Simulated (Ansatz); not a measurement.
# Single-point calculation of GaN

GaN (4 atoms in the cell), computed with DFT PBE, scalar-relativistic, plane waves, PAW, no spin polarisation (Ansatz 0.2.0).

The structure derives from an entry of the Crystallography Open Database. It belongs to a series of runs on one base structure; here: all N atoms moved 0.2 A in one direction. Figures and captions count atoms from 1; the log counts them from 0 in places.

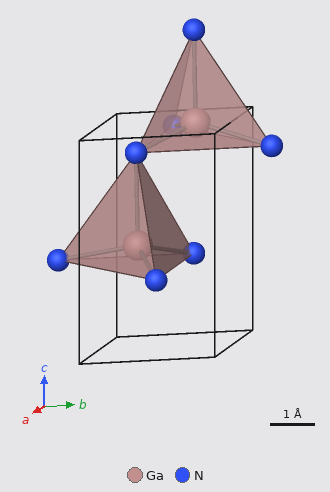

Fig. 1: The input geometry (polyhedral view of the cell of the calculation, seen slightly off an axis; polyhedra are completed across the faces of the cell).

Key numbers

| quantity | value |
| --- | --- |
| outcome | converged |
| space group (tolerance 0.01 Å) | P1 (1) |
| electrons treated | 36 |
| free energy | −8335.5156 eV |
| Fermi energy | 10.281 eV |
| gap on the k-point mesh | 1.52 eV |
| pressure | 2.86 GPa |
| largest force (length of the vector) | 1.477 eV/Å |
| hardware | 1 thread of Oxide Virtual Turin-like (Zen 5), 32 GiB of memory available, shared host |
| wall time | 37 s |
| peak memory | 0.59 GiB |

Input file
```yaml
crystal:
  lattice:
    - [3.2184289164, 0.0, 0.0]
    - [-1.6092144582, 2.7872412019, 0.0]
    - [0.0, 0.0, 5.2430304702]
  atoms:
    - { symbol: Ga, position: [0.3397941909, 0.6748024812, 0.9806137755] }
    - { symbol: Ga, position: [0.6731275243, 0.3414691479, 0.4806137755] }
    - { symbol: "N", position: [0.3268724757, 0.6585308521, 0.3943862245] }
    - { symbol: "N", position: [0.6602058091, 0.3251975188, 0.8943862245] }
basis:
  ecutwfc: 420
kpoints:
  mp_grid: { grid: [12, 12, 4] }
hamiltonian:
  xc: pbe
scf:
  occupations: { method: gaussian, width: 0.05 }
output:
  forces: true
  stress: true
  eigenvalues: true
  write_density: true
  write_potential: true
  elf: true
  volumetric_format: npy
```

Command:
```bash
ansatz run input.yaml --threads 1 --pin off --max-ram 2560MiB --backend cpu --events-out ev --progress --plain --runs-dir out
```

What the program printed
```
Engine: ansatz 0.2.0, x86_64-unknown-linux-gnu
Pseudopotentials: kind: paw
Pseudopotential: Ga, paw, valence charge 13, recommended cutoff 420 eV (normal), Ga.paw.azcp
Pseudopotential: N, paw, valence charge 5, recommended cutoff 420 eV (normal), N.paw.azcp
Functional definition: PBE
  parameter kappa = 0.804
  parameter beta = 0.06672455060314922
  exchange = pbe_x(kappa = kappa, mu = beta*pi^2/3)
  correlation = pbe_c(beta = beta)
Crystal: 4 atoms, lattice volume = 47.033 Å³
Basis set: ecut = 420 eV, 941 PW (Γ), exchange–correlation on 48×48×72 points (8 copies of the dense FFT grid, shifted against one another)
Bands: 22, of which v1, the nominal top of the filled ones, is band 18 counted from 1 (17 counted from 0)
Symmetry: 1 space group operations
Space group: P1 (ITA 1), of the structure as read, at distance tolerance 3.6e-5 Å
k-points: 292 of 576 (time reversal used)
Non-local potential: Ga, projectors of the file, l = 0: 2, l = 1: 2, l = 2: 3, l = 3: 1
Non-local potential: N, projectors of the file, l = 0: 2, l = 1: 2, l = 2: 1
PAW form: soft (Blöchl's): semilocal exchange-correlation on the pseudo side does not see the compensation charge
PAW one-centre angular grid: Ga, 590 points (default); XC on 64 Gauss nodes
PAW one-centre angular grid: N, 110 points (default); XC on 64 Gauss nodes
Initial density: superposition of atomic densities (neutral atoms: chi_scale 0, normalization atom), corrected by the library's trained network
Initial wavefunctions: pseudopotential atomic-orbital guess
Functional: x = pbe(κ = 0.804, μ = 0.2195149727645171), c = pbe(β = 0.06672455060314922)
SCF iter   1: F=—  HF=-8335.514631 eV  |F-HF|=—  |Δ(HF+E_count)|=         —  Δρ=1.18e-3  dr2=3.40e-4  ethr=1.77e-3  ⟨swp⟩=4.9  Hψ=25585  notcnv=0
preconditioner: auto → Resta (q_TF=auto, 2.609 Å⁻¹)  ε∞=4.9  [insulator: Δε(μ)=1.521 eV  Ē_g=16.405 eV  σ=0.050 eV  W_gap=1.00  n_scr=22 (ndim 8)  ℏωp=32.5 eV  f_vac=0.013  D(μ)=0.00/eV (n_scr^D=0)  ε∞_Penn≈4.9]
SCF iter   2: F=—  HF=-8335.515376 eV  |F-HF|=—  |Δ(HF+E_count)|=   7.44e-4  Δρ=6.15e-4  dr2=1.12e-4  ethr=9.44e-7  ⟨swp⟩=2.0  Hψ=13848  notcnv=0
SCF iter   3: F=—  HF=-8335.515576 eV  |F-HF|=—  |Δ(HF+E_count)|=   2.00e-4  Δρ=2.41e-4  dr2=2.11e-5  ethr=3.11e-7  ⟨swp⟩=2.0  Hψ=11147  notcnv=0
SCF iter   4: F=—  HF=-8335.515586 eV  |F-HF|=—  |Δ(HF+E_count)|=   9.66e-6  Δρ=8.90e-5  dr2=2.81e-6  ethr=5.87e-8  ⟨swp⟩=2.0  Hψ=11508  notcnv=0
SCF iter   5: F=—  HF=-8335.515589 eV  |F-HF|=—  |Δ(HF+E_count)|=   3.01e-6  Δρ=3.93e-5  dr2=6.02e-7  ethr=7.82e-9  ⟨swp⟩=2.0  Hψ=11396  notcnv=0
SCF iter   6: F=-8335.515589 eV  HF=-8335.515589 eV  |F-HF|=6.80e-8  |Δ(HF+E_count)|=   6.73e-7  Δρ=1.13e-5  dr2=5.85e-8  ethr=2.78e-10  ⟨swp⟩=6.0  Hψ=43886  notcnv=0
SCF 1 converged in 6 iterations: F = -8335.515589 eV  dr2 = 5.85e-8
  greatest PAW one-centre occupation: 0.995 electrons in one spin orbital (limit 2), on the Ga atom at site 0 (counted from 0), in its partial waves of l = 2
```

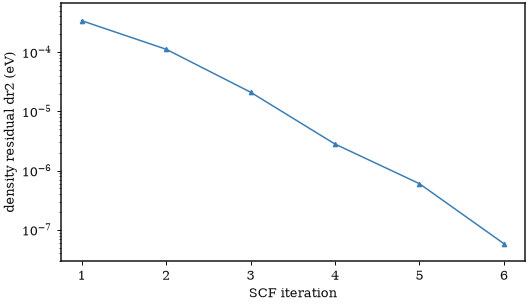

Fig. 2: Convergence of the self-consistent field: density residual dr2 against the SCF iteration. The residual falls at every step.

```
SCF converged after 6 iterations
Free energy (F): -8335.515589 eV
Harris-Foulkes:  -8335.515589 eV  (|F-HF|=6.80e-8)
Internal energy: -8335.515589 eV  (E = F + TS)
E sigma→0 (E₀):  -8335.515589 eV
Fermi energy:    10.280856 eV
--- Per-component energies (eV) ---
  E_band       = -25.222067
  E_kinetic    = 492.991031
  E_local      = -3961.904413  (includes V_loc(G=0)·N_el)
  E_nonlocal   = 948.662556
  E_hartree    = 1818.620750
  E_xc         = -257.080905
  E_vxc        = -267.557452  (∫ρ·V_xc dr)
  E_paw        = -4240.607495  (= ΣΔE_a)
  E_vpaw       = -874.656675  (= ΣTr[D̂ρ^β])
  E_aug_tail   = -0.000105  (compensation charges beyond the density's cutoff)
  E_ewald      = -3136.197009
  E_smearing   = -0.000000  (= −TS)
  E_closure    = -0.000000  (closes the sum)
  Σ components = -8335.515589   (vs F -8335.515589, Δ=0.00e0)
--- Forces (eV/Å), atoms counted from 1 ---
  atom   1  Ga    -0.21789013    -0.81716868     1.20939997
  atom   2  Ga    -0.30055558    -0.70937641     1.20746017
  atom   3  N      0.30190463     0.70763555    -1.20752449
  atom   4  N      0.21654790     0.81892957    -1.20943518
  max |Σ_I F_I| component: 9.95e-5 eV/Å
--- Stress (GPa, compression-positive) ---
        6.339589       0.125376      -0.489427
        0.125376       6.668901      -1.441120
       -0.489428      -1.441122      -4.434643
  P = ⅓ Tr σ = 2.8579 GPa (28.579 kbar)
--- Band table (eV; the first three rows and the last of 292) ---
  k-point 0: bands = ["-6.5891", "-5.8691", "-4.2675", "-4.2633", "-4.2244", "-4.2237", "-4.1247", "-4.0106", "-4.0098", "-3.9299", "-3.9293", "-2.6337", "2.9773", "8.2124", "8.2162", "9.0849", "9.0856", "9.5192", "11.0425", "13.0024", "18.3382", "18.9681"]
  k-point 1: bands = ["-6.4471", "-5.9293", "-4.2672", "-4.2645", "-4.2320", "-4.2316", "-4.0498", "-3.9946", "-3.9944", "-3.9382", "-3.9375", "-3.0769", "3.8856", "8.0155", "8.3233", "8.3269", "8.9699", "8.9732", "12.2798", "13.1752", "17.8737", "18.4148"]
  k-point 2: bands = ["-6.1449", "-6.1443", "-4.2649", "-4.2643", "-4.2413", "-4.2408", "-3.9674", "-3.9669", "-3.9591", "-3.9585", "-3.7276", "-3.7275", "5.8557", "5.8559", "8.5087", "8.5111", "8.7799", "8.7814", "13.2746", "13.2748", "17.3673", "17.3676"]
  k-point 291: bands = ["-5.6362", "-5.6239", "-4.1909", "-4.1893", "-4.0882", "-4.0830", "-3.9868", "-3.9818", "-3.9161", "-3.9141", "-2.4771", "-2.4728", "2.6371", "2.6868", "7.0847", "7.1064", "7.8650", "7.8794", "13.6879", "13.7262", "16.3342", "16.3718"]
```

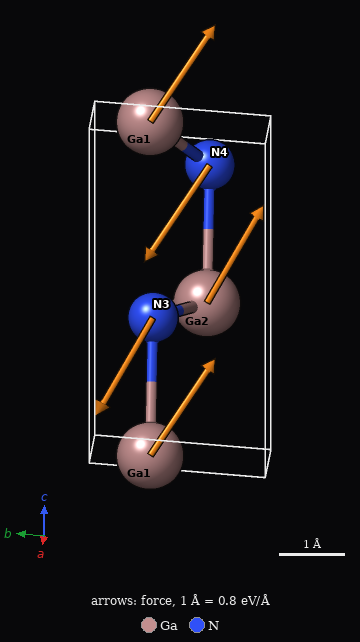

Fig. 3: Forces on the atoms as orange arrows (ball-and-stick view of the cell of the calculation, seen at an oblique angle; atoms are numbered from 1 in the order of the input). The largest act on N4 (1.48 eV/Å); Ga1 (1.48 eV/Å); Ga2 (1.43 eV/Å); N3 (1.43 eV/Å). The geometry is not a stationary point of this energy.

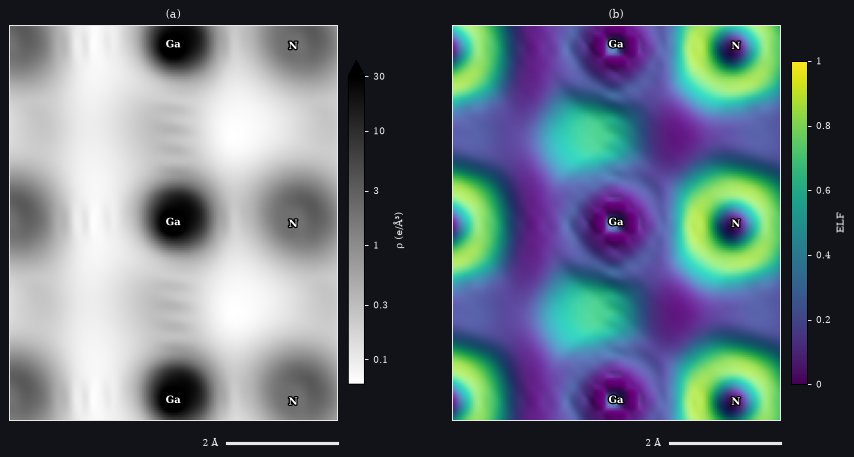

Fig. 4: (a) valence pseudo-density; (b) ELF on the (11̄0) plane of the conventional cell. Atoms in the plane: Ga and N. Away from the nuclei the density in this plane falls to 0.06 e/Å³ at its lowest. Core electrons are frozen (PAW), so the fields are smoothed inside the atomic spheres.
